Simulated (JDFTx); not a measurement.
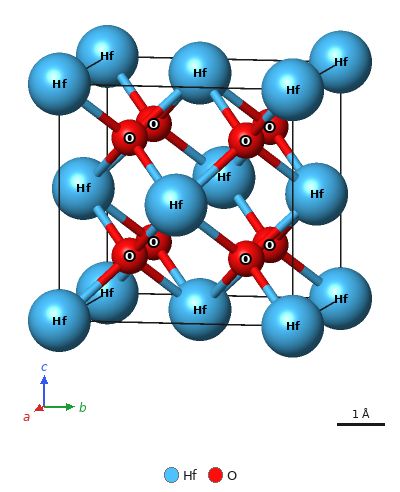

**Figure 1.** The structure as given in the input (ball-and-stick view of the cell 4 times as large as that of the calculation, set on its symmetry axes, seen slightly off an axis). Near neighbours in the crystal (not all of them lie inside the picture): Hf has 8 O at 2.21 Å; O has 4 Hf at 2.21 Å.

HfO$_{2}$: geometry relaxation (part 1 of 2)

The run: geometry relaxation of HfO$_{2}$ (3 atoms in the cell). Method and program: Kohn-Sham DFT of a periodic cell, RPBE, PseudoDojo-SR-PBE-0.5-standard, no spin polarisation (JDFTx 1.7.0 (patched build)).

The structure derives from an entry of the Crystallography Open Database.

**Input file**
```
lattice \
    0.0000000000     4.8329745637     4.8329745637 \
    4.8329745637     0.0000000000     4.8329745637 \
    4.8329745637     4.8329745637     0.0000000000
coords-type Cartesian
ion Hf     0.0000000000     0.0000000000     0.0000000000 1
ion O      7.2494618456     7.2494618456     7.2494618456 1
ion O      2.4164872819     2.4164872819     2.4164872819 1

ion-species pseudo/Hf.upf
ion-species pseudo/O.upf
elec-cutoff 42 336
elec-ex-corr gga-x-rpbe gga-c-pbe
kpoint-folding 9 9 9
elec-smearing Fermi 0.0018374661
elec-n-bands 18
electronic-SCF nIterations 100 energyDiffThreshold 1e-09
electronic-minimize nIterations 30 energyDiffThreshold 1e-7
forces-output-coords Cartesian
lattice-minimize nIterations 40 energyDiffThreshold 1e-6

dump-name run.$VAR
dump End Ecomponents EigStats BandEigs Kpoints Forces Stress
```

Run on 1 thread of Arm Neoverse V1, 24 GiB of memory available, shared host.

Command:
```bash
jdftx -c 1 -i HfO2.in -o HfO2.out
```

**What the program printed**
```
*************** JDFTx 1.7.0 (patched build) ***************

Input parsed successfully to the following command list (including defaults):
[... the input with its defaults ...]

---------- Setting up symmetries ----------

Found 48 point-group symmetries of the bravais lattice
Found 48 space-group symmetries with basis
Applied RMS atom displacement 4.08253e-11 bohrs to make symmetries exact.

---------- Initializing the Grid ----------
R =
[            0      4.83297      4.83297  ]
[      4.83297            0      4.83297  ]
[      4.83297      4.83297            0  ]
unit cell volume = 225.774
G =
[  -0.650033   0.650033   0.650033  ]
[   0.650033  -0.650033   0.650033  ]
[   0.650033   0.650033  -0.650033  ]
Minimum fftbox size, Smin = [  60  60  60  ]
Chosen fftbox size, S = [  60  60  60  ]

---------- Initializing tighter grid for wavefunction operations ----------
R =
[            0      4.83297      4.83297  ]
[      4.83297            0      4.83297  ]
[      4.83297      4.83297            0  ]
unit cell volume = 225.774
G =
[  -0.650033   0.650033   0.650033  ]
[   0.650033  -0.650033   0.650033  ]
[   0.650033   0.650033  -0.650033  ]
Minimum fftbox size, Smin = [  40  40  40  ]
Chosen fftbox size, S = [  40  40  40  ]

---------- Exchange Correlation functional ----------
Initialized LibXC exchange functional 'Hammer, Hansen, and Norskov'
Initialized LibXC correlation functional 'Perdew, Burke & Ernzerhof'

---------- Setting up pseudopotentials ----------
Width of ionic core gaussian charges (only for fluid interactions / plotting) set to 0

Reading pseudopotential file 'pseudo/Hf.upf':
  'Hf' pseudopotential, 'PBE' functional
  Generated using ONCVPSP code by D. R. Hamann
  12 valence electrons, 4 orbitals, 8 projectors, 1001 radial grid points, with lMax = 3
    5S    l: 0   occupation:  2.0   eigenvalue: -2.462799
    5P    l: 1   occupation:  6.0   eigenvalue: -1.307320
    5D    l: 2   occupation:  2.0   eigenvalue: -0.098817
    6S    l: 0   occupation:  2.0   eigenvalue: -0.187732
  Core radius for overlap checks: 2.38 bohrs.

Reading pseudopotential file 'pseudo/O.upf':
  'O' pseudopotential, 'PBE' functional
  Generated using ONCVPSP code by D. R. Hamann
  6 valence electrons, 2 orbitals, 5 projectors, 936 radial grid points, with lMax = 2
    2S    l: 0   occupation:  2.0   eigenvalue: -0.880572
    2P    l: 1   occupation:  4.0   eigenvalue: -0.331869
  Core radius for overlap checks: 1.39 bohrs.

Initialized 2 species with 3 total atoms.

Folded 1 k-points by 9x9x9 to 729 k-points.

---------- Setting up k-points, bands, fillings ----------
Reduced to 35 k-points under symmetry.
Computing the number of bands and number of electrons
Calculating initial fillings.
nElectrons:  24.000000   nBands: 18   nStates: 35

----- Setting up reduced wavefunction bases (one per k-point) -----
average nbasis = 2936.333 , ideal nbasis = 2935.225

---------- Setting up ewald sum ----------
Optimum gaussian width for ewald sums = 2.051618 bohr.
Real space sum over 1331 unit cells with max indices [  5  5  5  ]
Reciprocal space sum over 3375 terms with max indices [  7  7  7  ]

---------- Allocating electronic variables ----------
Initializing wave functions:  linear combination of atomic orbitals
Hf pseudo-atom occupations:   s ( 2 2 )  p ( 6 )  d ( 2 )
O pseudo-atom occupations:   s ( 2 )  p ( 4 )
	FillingsUpdate:  mu: +0.628768882  nElectrons: 24.000000
LCAOMinimize: Iter:   0  F: -81.9120686853027848  |grad|_K:  9.573e-03  alpha:  1.000e+00
	FillingsUpdate:  mu: +0.600582069  nElectrons: 24.000000
LCAOMinimize: Iter:   1  F: -82.0454517990919072  |grad|_K:  7.727e-03  alpha:  1.212e-01  linmin: -2.870e-01  cgtest:  9.127e-01
LCAOMinimize: Encountered beta<0, resetting CG.
[... 17 lines of inner loops ...]
LCAOMinimize: Iter:   7  F: -82.2213652212241186  |grad|_K:  1.790e-07  alpha:  9.261e-01  linmin: -2.615e-04  cgtest: -3.941e-03
	FillingsUpdate:  mu: +0.536818016  nElectrons: 24.000000
LCAOMinimize: Iter:   8  F: -82.2213652212927428  |grad|_K:  2.482e-08  alpha:  3.376e-01  linmin: -8.390e-05  cgtest: -4.233e-04
LCAOMinimize: Converged (|Delta F|<1.000000e-06 for 2 iters).

--------- Lattice Minimization ---------

-------- Electronic minimization -----------
Will mix electronic density at each iteration.
	FillingsUpdate:  mu: +0.536818016  nElectrons: 24.000000
	FillingsUpdate:  mu: +0.524356481  nElectrons: 24.000000
SCF: Cycle:  0   F: -82.298614068321513   dF: -7.725e-02   |Residual|: 1.956e-01   |deigs|: 1.534e-02
	FillingsUpdate:  mu: +0.484045157  nElectrons: 24.000000
SCF: Cycle:  1   F: -82.325328837835741   dF: -2.671e-02   |Residual|: 3.705e-02   |deigs|: 2.274e-02
	FillingsUpdate:  mu: +0.490716666  nElectrons: 24.000000
SCF: Cycle:  2   F: -82.326594282925043   dF: -1.265e-03   |Residual|: 2.006e-02   |deigs|: 5.223e-03
	FillingsUpdate:  mu: +0.491665863  nElectrons: 24.000000
SCF: Cycle:  3   F: -82.326638547979826   dF: -4.427e-05   |Residual|: 3.492e-03   |deigs|: 1.870e-03
	FillingsUpdate:  mu: +0.491170861  nElectrons: 24.000000
SCF: Cycle:  4   F: -82.326643953056902   dF: -5.405e-06   |Residual|: 2.212e-03   |deigs|: 8.896e-04
	FillingsUpdate:  mu: +0.491838911  nElectrons: 24.000000
SCF: Cycle:  5   F: -82.326648150298439   dF: -4.197e-06   |Residual|: 5.718e-04   |deigs|: 4.870e-04
	FillingsUpdate:  mu: +0.491807338  nElectrons: 24.000000
SCF: Cycle:  6   F: -82.326648447514444   dF: -2.972e-07   |Residual|: 2.182e-04   |deigs|: 1.348e-04
	FillingsUpdate:  mu: +0.491779272  nElectrons: 24.000000
SCF: Cycle:  7   F: -82.326648517441271   dF: -6.993e-08   |Residual|: 3.383e-05   |deigs|: 9.786e-05
	FillingsUpdate:  mu: +0.491783322  nElectrons: 24.000000
SCF: Cycle:  8   F: -82.326648522482685   dF: -5.041e-09   |Residual|: 2.394e-05   |deigs|: 8.942e-05
	FillingsUpdate:  mu: +0.491780994  nElectrons: 24.000000
SCF: Cycle:  9   F: -82.326648524036472   dF: -1.554e-09   |Residual|: 7.582e-06   |deigs|: 6.974e-05
	FillingsUpdate:  mu: +0.491783060  nElectrons: 24.000000
SCF: Cycle: 10   F: -82.326648524518504   dF: -4.820e-10   |Residual|: 3.215e-06   |deigs|: 7.993e-05
	FillingsUpdate:  mu: +0.491782487  nElectrons: 24.000000
SCF: Cycle: 11   F: -82.326648524668968   dF: -1.505e-10   |Residual|: 9.772e-07   |deigs|: 6.930e-05
SCF: Converged (|Delta E|<1.000000e-09 for 2 iters).

Setting wave functions to eigenvectors of Hamiltonian
# Lattice vectors:
R =
[            0      4.83297      4.83297  ]
[      4.83297            0      4.83297  ]
[      4.83297      4.83297            0  ]
unit cell volume = 225.774

# Strain tensor in Cartesian coordinates:
[            0            0            0  ]
[            0            0            0  ]
[            0            0            0  ]

# Stress tensor in Cartesian coordinates [Eh/a0^3]:
[  1.89442e-05            0            0  ]
[            0  1.89442e-05            0  ]
[            0            0  1.89442e-05  ]

# Ionic positions in cartesian coordinates:
ion Hf   0.000000000033334   0.000000000033334   0.000000000033334 1
ion O   7.249461845583333   7.249461845583333   7.249461845583333 1
ion O   2.416487281883334   2.416487281883334   2.416487281883334 1

# Forces in Cartesian coordinates:
force Hf  -0.000000000000000   0.000000000000000   0.000000000000000 1
force O  -0.000000000000000  -0.000000000000000   0.000000000000000 1
force O   0.000000000000000   0.000000000000000  -0.000000000000000 1

# Energy components:
   Eewald =      -67.2333631159540346
       EH =       14.1375656610745253
     Eloc =      -48.1336862776644665
      Enl =       -2.4671398961199378
      Exc =      -22.7765131797333282
 Exc_core =        7.4348946996149019
       KE =       36.7115935841133592
-------------------------------------
     Etot =      -82.3266485246689683
       TS =        0.0000000000000021
-------------------------------------
        F =      -82.3266485246689683

LatticeMinimize: Iter:   0  F: -82.326648524668968  |grad|_K:  1.217e-03

#--- Lowdin population analysis ---
# oxidation-state Hf +1.499
# oxidation-state O -0.704 -0.704

-------- Electronic minimization -----------
Will mix electronic density at each iteration.
	FillingsUpdate:  mu: +0.491782487  nElectrons: 24.000000
	FillingsUpdate:  mu: +0.491955098  nElectrons: 24.000000
SCF: Cycle:  0   F: -82.326649874854184   dF: -4.048e-08   |Residual|: 1.321e-04   |deigs|: 5.261e-05
	FillingsUpdate:  mu: +0.491987048  nElectrons: 24.000000
SCF: Cycle:  1   F: -82.326649898151771   dF: -2.330e-08   |Residual|: 2.506e-05   |deigs|: 5.232e-05
	FillingsUpdate:  mu: +0.491987275  nElectrons: 24.000000
SCF: Cycle:  2   F: -82.326649898531855   dF: -3.801e-10   |Residual|: 1.215e-05   |deigs|: 3.795e-05
	FillingsUpdate:  mu: +0.491986045  nElectrons: 24.000000
SCF: Cycle:  3   F: -82.326649898600635   dF: -6.878e-11   |Residual|: 1.811e-06   |deigs|: 2.991e-05
SCF: Converged (|Delta E|<1.000000e-09 for 2 iters).

Setting wave functions to eigenvectors of Hamiltonian
# Lattice vectors:
R =
[            0      4.83242      4.83242  ]
[      4.83242            0      4.83242  ]
[      4.83242      4.83242            0  ]
unit cell volume = 225.696

# Strain tensor in Cartesian coordinates:
[ -0.000115354            0            0  ]
[            0 -0.000115354            0  ]
[            0            0 -0.000115354  ]

# Stress tensor in Cartesian coordinates [Eh/a0^3]:
[  1.62413e-05            0            0  ]
[            0  1.62413e-05            0  ]
[            0            0  1.62413e-05  ]

# Ionic positions in cartesian coordinates:
ion Hf   0.000000000033330   0.000000000033330   0.000000000033330 1
ion O   7.248625588115861   7.248625588115861   7.248625588115861 1
ion O   2.416208529394174   2.416208529394174   2.416208529394174 1

# Forces in Cartesian coordinates:
force Hf  -0.000000000000000  -0.000000000000000   0.000000000000000 1
force O  -0.000000000000000  -0.000000000000000   0.000000000000000 1
force O   0.000000000000000  -0.000000000000000  -0.000000000000000 1

# Energy components:
   Eewald =      -67.2411196763244163
       EH =       14.1347773758760162
     Eloc =      -48.1239965705967023
      Enl =       -2.4674005503274152
      Exc =      -22.7769196828794200
 Exc_core =        7.4348946887473044
       KE =       36.7131145169040067
-------------------------------------
     Etot =      -82.3266498986006354
       TS =        0.0000000000000021
-------------------------------------
        F =      -82.3266498986006354

LatticeMinimize: Iter:   1  F: -82.326649898600635  |grad|_K:  1.043e-03  alpha:  1.000e+00  linmin: -1.000e+00

#--- Lowdin population analysis ---
# oxidation-state Hf +1.499
# oxidation-state O -0.704 -0.704
```
